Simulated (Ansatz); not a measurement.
Geometry relaxation, with input and output: GeSi$_{16}$ (part 2 of 2)

GeSi$_{16}$ (defect cell, 17 atoms in the cell); DFT LDA, scalar-relativistic, plane waves, PAW, PAW set soft_1, no spin polarisation (Ansatz 0.2.0); cutoff 420 eV, 2×2×2 k-mesh, Gaussian smearing of 0.05 eV. It belongs to a series of runs on one base structure; here: end point A relaxed.

Geometry of the input (Å; fractional positions):
```
0.0000  5.4300  5.4300
5.4300  0.0000  5.4300
5.4300  5.4300  0.0000
Si 0.0000  0.0000  0.0000
Si 0.1250  0.1250  0.1250
Si -0.0000  0.0000  0.5000
Si 0.1250  0.1250  0.6250
Si -0.0000  0.5000  0.0000
Si 0.1250  0.6250  0.1250
Si -0.0000  0.5000  0.5000
Si 0.1250  0.6250  0.6250
Si 0.5000  -0.0000  0.0000
Si 0.6250  0.1250  0.1250
Si 0.5000  0.0000  0.5000
Si 0.6250  0.1250  0.6250
Si 0.5000  0.5000  0.0000
Si 0.6250  0.6250  0.1250
Si 0.5000  0.5000  0.5000
Si 0.6250  0.6250  0.6250
Ge 0.8131  0.3024  0.0625
```

## Output, continued
```
--- Per-component energies (eV) ---
  E_band       = -59.338182
  E_kinetic    = 757.634470
  E_local      = -3484.677220  (includes V_loc(G=0)·N_el)
  E_nonlocal   = 600.554733
  E_hartree    = 1616.132985
  E_xc         = -973.653142
  E_vxc        = -842.230893  (∫ρ·V_xc dr)
  E_paw        = -9691.235920  (= ΣΔE_a)
  E_vpaw       = -322.883824  (= ΣTr[D̂ρ^β])
  E_aug_tail   = 0.000592  (compensation charges beyond the density's cutoff)
  E_ewald      = -2777.748650
  E_core_change = 3.257619  (= ΣΔE_core)
  E_smearing   = -0.004466  (= −TS)
  E_closure    = 0.000000  (closes the sum)
  Σ components = -13949.738999   (vs F -13949.738999, Δ=0.00e0)
--- Forces (eV/Å), atoms counted from 1 ---
  atom   1  Si     0.01870417    -0.00226001    -0.00365166
  atom   2  Si     0.00876598    -0.00795827    -0.00491151
  atom   3  Si    -0.02123359     0.00471818    -0.00873083
  atom   4  Si    -0.00006979    -0.00468018    -0.01070227
  atom   5  Si    -0.00874748    -0.01885309     0.00033390
  atom   6  Si    -0.01171644    -0.00657732    -0.00213407
  atom   7  Si     0.02284953     0.00341679     0.00953343
  atom   8  Si     0.00675026     0.02111010     0.00827138
  atom   9  Si    -0.00288925     0.00750837    -0.01160885
  atom  10  Si    -0.00340706     0.00311701     0.01797741
  atom  11  Si    -0.01236732     0.00610395    -0.00048140
  atom  12  Si     0.01030583    -0.00550626     0.02164697
  atom  13  Si    -0.00475773     0.00667492     0.01067191
  atom  14  Si     0.00063543     0.01858773    -0.00993083
  atom  15  Si     0.00852948    -0.02048903     0.00874295
  atom  16  Si    -0.00782458    -0.00515427    -0.02166582
  atom  17  Ge    -0.00353981     0.00024290    -0.00337330
  max |Σ_I F_I| component: 1.26e-5 eV/Å
--- Band table (eV; the first three rows and the last of 8) ---
  k-point 0: bands = ["-17.6518", "-17.6517", "-17.5131", "-17.5129", "-17.5044", "-5.9278", "-3.5831", "-3.1477", "-3.1454", "-2.9688", "-2.3030", "-1.3795", "-1.2805", "-1.2795", "-1.1427", "-1.1410", "-0.9232", "-0.3463", "-0.2025", "-0.2009", "2.9284", "3.2174", "3.2175", "3.9359", "3.9362", "4.0809", "4.9026", "4.9434", "4.9437", "5.0687", "5.4619", "5.4626", "5.5555", "5.5572", "5.8089", "5.9477", "6.6594", "6.6744", "6.6770", "7.1169", "7.1196", "7.4152", "7.4163", "7.9265", "7.9450", "8.0950", "8.0957", "8.3395", "8.3419", "9.0633", "9.2360", "9.5009", "9.7354", "9.7358", "9.7563", "9.7565"]
  k-point 1: bands = ["-17.6518", "-17.6517", "-17.5131", "-17.5129", "-17.5044", "-5.5975", "-4.4211", "-3.0476", "-2.9118", "-2.9083", "-2.6185", "-2.4887", "-2.4875", "-1.2836", "-0.0589", "0.2283", "0.2321", "0.4236", "0.4249", "2.2913", "2.3960", "2.8172", "2.9567", "3.0122", "3.0131", "3.1364", "3.1376", "3.5550", "3.5551", "4.4734", "4.4737", "4.6806", "4.8157", "5.4303", "5.9467", "5.9468", "5.9894", "5.9928", "7.0294", "7.6358", "7.6393", "8.3340", "8.3904", "8.3909", "8.5658", "8.8427", "8.8452", "9.0331", "10.2524", "10.2533", "10.5534", "10.9571", "10.9587", "11.2427", "11.2440", "11.7279"]
  k-point 2: bands = ["-17.6518", "-17.6517", "-17.5131", "-17.5129", "-17.5044", "-5.5253", "-4.5667", "-3.2486", "-2.9494", "-2.7376", "-2.5979", "-2.5527", "-2.4486", "-0.4132", "-0.3064", "0.1312", "0.3063", "0.3714", "0.4444", "1.3194", "2.4254", "2.4739", "2.7322", "2.8586", "3.1364", "3.2364", "3.2416", "4.1616", "4.2065", "4.3329", "4.4583", "4.5487", "4.7043", "5.7137", "5.7709", "5.7856", "5.8873", "6.3896", "6.7405", "7.4228", "7.9046", "8.0513", "8.2481", "8.4695", "8.5021", "9.6131", "9.6535", "9.9371", "9.9724", "10.1243", "10.5117", "10.6869", "10.7551", "10.8018", "11.1923", "11.3198"]
  k-point 7: bands = ["-17.6518", "-17.6517", "-17.5131", "-17.5129", "-17.5044", "-5.5252", "-4.5669", "-3.2485", "-2.9491", "-2.7377", "-2.5977", "-2.5527", "-2.4486", "-0.4130", "-0.3065", "0.1312", "0.3060", "0.3715", "0.4443", "1.3192", "2.4253", "2.4739", "2.7322", "2.8590", "3.1364", "3.2365", "3.2417", "4.1618", "4.2066", "4.3328", "4.4582", "4.5485", "4.7043", "5.7140", "5.7710", "5.7858", "5.8870", "6.3896", "6.7406", "7.4226", "7.9046", "8.0510", "8.2480", "8.4697", "8.5021", "9.6132", "9.6535", "9.9371", "9.9724", "10.1243", "10.5117", "10.6869", "10.7551", "10.8014", "11.1925", "11.3196"]
--- Relaxed structure (8 steps of the walk, 8 accepted, 0 SCFs on fresh bases) ---
  F+E_penalty+E_count = -13949.73899923 eV   max|allowed force component| = 2.285e-2 eV/Å
  atoms:
    - { symbol: Si, position: [0.011700263323712644, -0.032029261641386114, 0.008298521058356875] }
    - { symbol: Si, position: [0.15661997535037853, 0.11276570886951182, 0.11663964171698057] }
    - { symbol: Si, position: [0.016153615598970977, -0.00261874865978375, 0.4882544626153299] }
    - { symbol: Si, position: [0.12735275046127487, 0.1081103365312272, 0.6368500442857562] }
    - { symbol: Si, position: [0.011783079729923263, 0.5108773026315541, 0.00845859086816142] }
    - { symbol: Si, position: [0.10436864908674554, 0.6039217929426233, 0.18702011133168994] }
    - { symbol: Si, position: [-0.021789946540375194, 0.47724208498594894, 0.5655181516045158] }
    - { symbol: Si, position: [0.12707880395706933, 0.6265750951562836, 0.6366311650462277] }
    - { symbol: Si, position: [0.5206748894769955, 0.020285284986129692, -0.062005475252017994] }
    - { symbol: Si, position: [0.6133640168522012, 0.11294656503122086, 0.11669308172143472] }
    - { symbol: Si, position: [0.49770893137805683, -0.0026984427030253277, 0.4881496974838784] }
    - { symbol: Si, position: [0.6468963308559623, 0.1459042594822178, 0.5595038250106396] }
    - { symbol: Si, position: [0.4684293095202896, 0.5109686720244033, 0.008364440978224197] }
    - { symbol: Si, position: [0.6133195023104148, 0.6560761540654423, 0.11652670933589093] }
    - { symbol: Si, position: [0.4979960782020377, 0.5152225795846077, 0.48836673259145935] }
    - { symbol: Si, position: [0.6089436754980784, 0.6267458193153117, 0.6367235112640377] }
    - { symbol: Ge, position: [0.8125390749382647, 0.3120739973977139, 0.06246358833943477] }
```

## Trajectory as extended XYZ (Å, eV, eV/Å), 6 of the 8 frames kept, from step=1 to step=8
```
17
Lattice="0.0000 5.4300 5.4300 5.4300 0.0000 5.4300 5.4300 5.4300 0.0000" Properties=species:S:1:pos:R:3:forces:R:3 step=1 energy=-13948.28367
Si    0.0000    0.0000    0.0000   -3.3964   0.7389  -0.6212
Si    1.3575    1.3575    1.3575   -0.3805   2.6385   0.6142
Si    2.7150    2.7150    0.0000    0.0991   0.0476  -0.1065
Si    4.0725    4.0725    1.3575   -0.0717  -0.1088   0.1063
Si    2.7150    0.0000    2.7150    0.4185   0.3026   2.0275
Si    4.0725    1.3575    4.0725    0.2437   0.2694  -0.2977
Si    5.4300    2.7150    2.7150    0.1258   0.1210  -0.1201
Si    6.7875    4.0725    4.0725   -0.0972  -0.0921   0.0269
Si    0.0000    2.7150    2.7150   -0.2998  -0.2659   0.2449
Si    1.3575    4.0725    4.0725   -0.5948  -0.7360  -3.3394
Si    2.7150    5.4300    2.7150    0.1058   0.1088  -0.0698
Si    4.0725    6.7875    4.0725   -0.1202  -0.1213   0.1253
Si    2.7150    2.7150    5.4300    0.5937  -2.5541  -0.3627
Si    4.0725    4.0725    6.7875    1.9947  -0.3057   0.4007
Si    5.4300    5.4300    5.4300    0.0256   0.0918  -0.0961
Si    6.7875    6.7875    6.7875   -0.1059  -0.0449   0.0982
Ge    1.9810    4.7545    6.0572    1.4595  -0.0899   1.3696
17
Lattice="0.0000 5.4300 5.4300 5.4300 0.0000 5.4300 5.4300 5.4300 0.0000" Properties=species:S:1:pos:R:3:forces:R:3 step=2 energy=-13949.37340
Si   -0.0769    0.0311   -0.0261   -1.3819   0.3720  -0.3279
Si    1.3332    1.4277    1.3939   -0.2400   1.1023   0.3167
Si    2.7004    2.7281    0.0063   -0.0221  -0.0553   0.0302
Si    4.0527    4.0799    1.3461    0.0556   0.0242  -0.0210
Si    2.7511    0.0290    2.7817    0.2269   0.1951   0.8385
Si    4.1511    1.4387    3.9903    0.0107  -0.0067   0.0218
Si    5.4926    2.7801    2.6483    0.1394   0.1506  -0.1578
Si    6.7967    4.0860    4.0806    0.0290   0.0240  -0.0555
Si   -0.0822    2.6341    2.7938    0.0227   0.0046   0.0098
Si    1.3319    4.0408    3.9962   -0.3186  -0.3713  -1.3628
Si    2.7031    5.4229    2.6957   -0.0210  -0.0249   0.0556
Si    4.0058    6.7227    4.1352   -0.1580  -0.1493   0.1400
Si    2.7517    2.6453    5.4055    0.3067  -1.0679  -0.2325
Si    4.1390    4.0428    6.8231    0.8234  -0.1941   0.2200
Si    5.4379    5.4168    5.4397   -0.0557  -0.0243   0.0284
Si    6.7939    6.7751    6.7728    0.0305   0.0552  -0.0223
Ge    1.9991    4.7534    6.0742    0.5523  -0.0341   0.5187
17
Lattice="0.0000 5.4300 5.4300 5.4300 0.0000 5.4300 5.4300 5.4300 0.0000" Properties=species:S:1:pos:R:3:forces:R:3 step=4 energy=-13949.72982
Si   -0.1365    0.1041   -0.0956    0.0343  -0.0238  -0.0008
Si    1.2658    1.4837    1.4646   -0.0090  -0.0130  -0.0463
Si    2.6484    2.7299    0.0588    0.0055   0.0368  -0.0034
Si    4.0524    4.1328    1.2936   -0.0311   0.0006   0.0006
Si    2.8165    0.0948    2.8293   -0.0413  -0.0116   0.0104
Si    4.2652    1.5542    3.8714   -0.0025  -0.0062   0.0099
Si    5.6243    2.9119    2.5162    0.0580   0.0590  -0.0597
Si    6.8486    4.1377    4.0829   -0.0067  -0.0079   0.0403
Si   -0.2013    2.5188    2.9078    0.0102   0.0057  -0.0027
Si    1.2628    3.9676    3.9367   -0.0030   0.0269   0.0330
Si    2.6507    5.3700    2.6954    0.0010  -0.0003  -0.0315
Si    3.8737    6.5910    4.2669   -0.0597  -0.0589   0.0580
Si    2.8218    2.5901    5.3382   -0.0473   0.0101  -0.0080
Si    4.1860    3.9772    6.8882    0.0119   0.0147  -0.0392
Si    5.4401    5.3651    5.4915    0.0403   0.0079  -0.0069
Si    6.8464    6.7732    6.7209   -0.0039  -0.0374   0.0059
Ge    2.0162    4.7523    6.0903    0.0432  -0.0026   0.0404
17
Lattice="0.0000 5.4300 5.4300 5.4300 0.0000 5.4300 5.4300 5.4300 0.0000" Properties=species:S:1:pos:R:3:forces:R:3 step=5 energy=-13949.73669
Si   -0.1312    0.1121   -0.1082    0.0248  -0.0346   0.0205
Si    1.2542    1.4844    1.4661    0.0138  -0.0142  -0.0362
Si    2.6438    2.7344    0.0694   -0.0206   0.0416   0.0109
Si    4.0524    4.1464    1.2831   -0.0485   0.0047  -0.0096
Si    2.8176    0.1013    2.8349   -0.0253  -0.0168  -0.0029
Si    4.2815    1.5719    3.8536    0.0045   0.0196  -0.0313
Si    5.6502    2.9393    2.4876    0.0074   0.0041  -0.0009
Si    6.8543    4.1405    4.0898    0.0206   0.0261   0.0359
Si   -0.2192    2.5013    2.9243   -0.0321  -0.0179   0.0054
Si    1.2499    3.9604    3.9415    0.0190   0.0357   0.0242
Si    2.6408    5.3565    2.6949   -0.0106  -0.0048  -0.0481
Si    3.8449    6.5637    4.2929   -0.0007  -0.0045   0.0072
Si    2.8229    2.5887    5.3270   -0.0353   0.0127   0.0139
Si    4.1918    3.9713    6.8897   -0.0023   0.0173  -0.0242
Si    5.4470    5.3622    5.4968    0.0357  -0.0261   0.0214
Si    6.8564    6.7683    6.7167    0.0119  -0.0408  -0.0216
Ge    2.0236    4.7519    6.0972    0.0379  -0.0023   0.0355
17
Lattice="0.0000 5.4300 5.4300 5.4300 0.0000 5.4300 5.4300 5.4300 0.0000" Properties=species:S:1:pos:R:3:forces:R:3 step=7 energy=-13949.73900
Si   -0.1289    0.1086   -0.1104    0.0187  -0.0023  -0.0037
Si    1.2457    1.4838    1.4628    0.0087  -0.0079  -0.0049
Si    2.6370    2.7389    0.0735   -0.0212   0.0047  -0.0087
Si    4.0451    4.1496    1.2786   -0.0001  -0.0047  -0.0107
Si    2.8200    0.1099    2.8380   -0.0087  -0.0188   0.0004
Si    4.2948    1.5822    3.8460   -0.0117  -0.0066  -0.0021
Si    5.6622    2.9524    2.4731    0.0228   0.0034   0.0095
Si    6.8592    4.1469    4.0923    0.0068   0.0211   0.0083
Si   -0.2265    2.4906    2.9374   -0.0029   0.0075  -0.0116
Si    1.2469    3.9642    3.9439   -0.0034   0.0031   0.0180
Si    2.6360    5.3532    2.6879   -0.0124   0.0061  -0.0005
Si    3.8304    6.5508    4.3049    0.0103  -0.0055   0.0216
Si    2.8200    2.5890    5.3181   -0.0047   0.0067   0.0106
Si    4.1952    3.9631    6.8928    0.0007   0.0186  -0.0099
Si    5.4495    5.3559    5.5018    0.0085  -0.0205   0.0087
Si    6.8606    6.7640    6.7098   -0.0078  -0.0052  -0.0217
Ge    2.0337    4.7513    6.1066   -0.0035   0.0002  -0.0034
17
Lattice="0.0000 5.4300 5.4300 5.4300 0.0000 5.4300 5.4300 5.4300 0.0000" Properties=species:S:1:pos:R:3:forces:R:3 step=8 energy=-13949.73900
Si   -0.1289    0.1086   -0.1104    0.0187  -0.0023  -0.0037
Si    1.2457    1.4838    1.4628    0.0088  -0.0080  -0.0049
Si    2.6370    2.7389    0.0735   -0.0212   0.0047  -0.0087
Si    4.0451    4.1496    1.2786   -0.0001  -0.0047  -0.0107
Si    2.8200    0.1099    2.8380   -0.0087  -0.0189   0.0003
Si    4.2948    1.5822    3.8460   -0.0117  -0.0066  -0.0021
Si    5.6622    2.9524    2.4731    0.0228   0.0034   0.0095
Si    6.8592    4.1469    4.0923    0.0067   0.0211   0.0083
Si   -0.2265    2.4906    2.9374   -0.0029   0.0075  -0.0116
Si    1.2469    3.9642    3.9439   -0.0034   0.0031   0.0180
Si    2.6360    5.3532    2.6879   -0.0124   0.0061  -0.0005
Si    3.8304    6.5508    4.3049    0.0103  -0.0055   0.0216
Si    2.8200    2.5890    5.3181   -0.0048   0.0067   0.0107
Si    4.1952    3.9631    6.8928    0.0006   0.0186  -0.0099
Si    5.4495    5.3559    5.5018    0.0085  -0.0205   0.0087
Si    6.8606    6.7640    6.7098   -0.0078  -0.0052  -0.0217
Ge    2.0337    4.7513    6.1066   -0.0035   0.0002  -0.0034
```

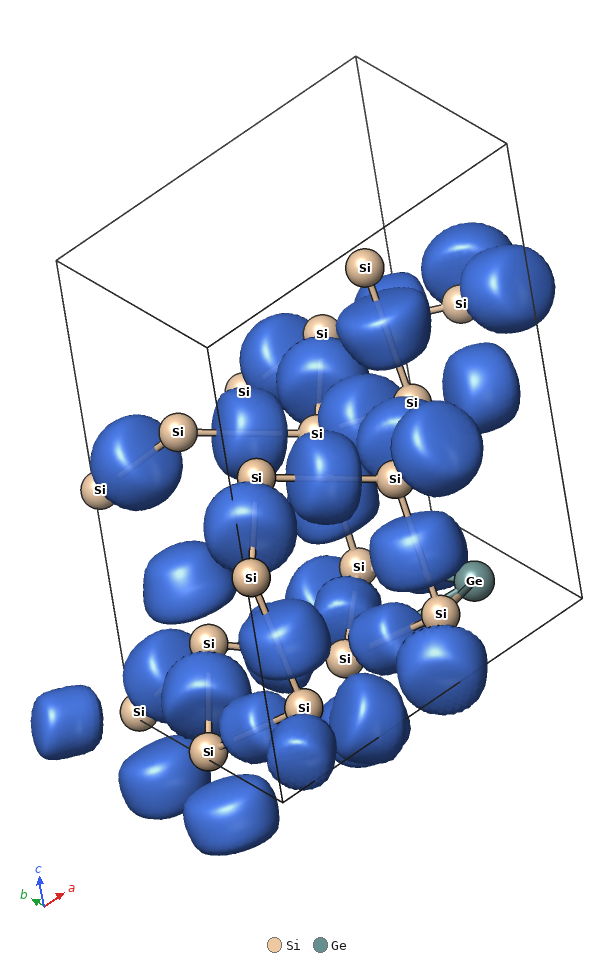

**Figure 1.** Isosurface of the electron localisation function at 0.75 (blue), seen slightly off an axis. Core shells and regions of very low density are left out. Sticks mark near contacts. The outline is the calculation cell. Values along the shortest contacts: Si–Si (2.31 Å): the ELF peaks at about 0.95 between the atoms, as expected for localised, shared-pair bonding. Si–Ge (2.43 Å): the ELF is about 0.55 at the midpoint. The fields are those of the smooth PAW valence density.

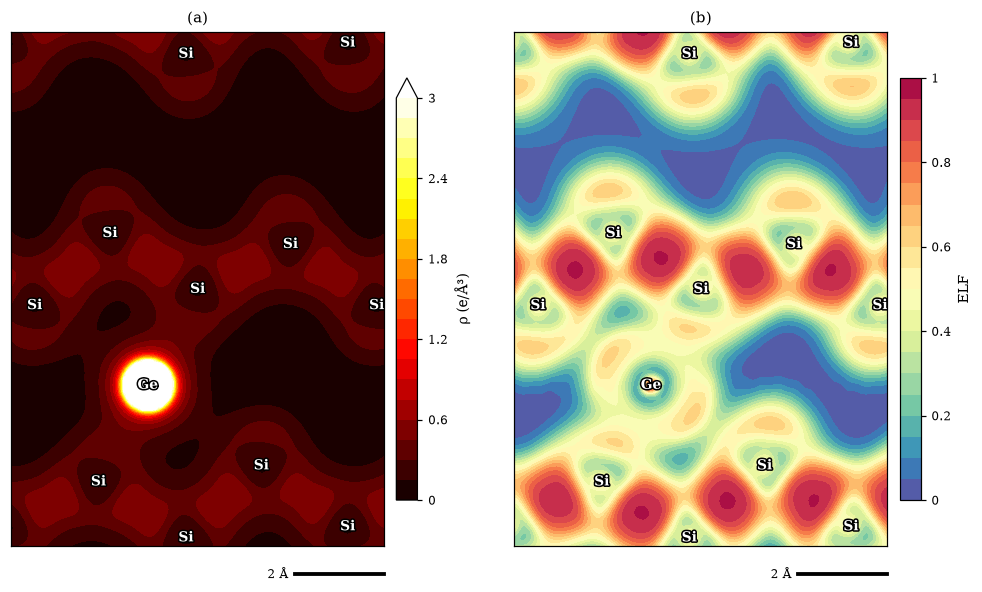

**Figure 2.** (a) valence pseudo-density; (b) electron localisation function on the (11̄0) plane of the calculation cell. Atoms in the plane: Si and Ge. Si–Ge (2.43 Å): ρ at the midpoint is about 0.42 e/Å³; the ELF is about 0.55 at the midpoint. Si–Si (2.37 Å): ρ at the midpoint is about 0.54 e/Å³, a local maximum along the line; the ELF peaks at about 0.95 between the atoms, which marks localised, shared-pair bonding. Away from the nuclei the density in this plane falls to 0.02 e/Å³ at its lowest. The strong features right at Ge lie inside the PAW spheres (semicore, d or f shells) and say nothing about bonding.

## Summary

| quantity | value |
| --- | --- |
| outcome | converged |
| electrons treated | 78 |
| free energy | −13949.7390 eV |
| Fermi energy | 7.067 eV |
| final volume | 320.21 Å³ |
| largest force (length of the vector) at the end | 0.025 eV/Å |
| hardware | 1 thread of AMD EPYC (Zen 5), 64 GiB of memory available, shared host |
| wall time | 17 s |
| peak memory | 0.56 GiB |

Warnings of the run: the PAW datasets were made with another functional. The k-point mesh is coarse for a cell of this size, so the results may not be converged.
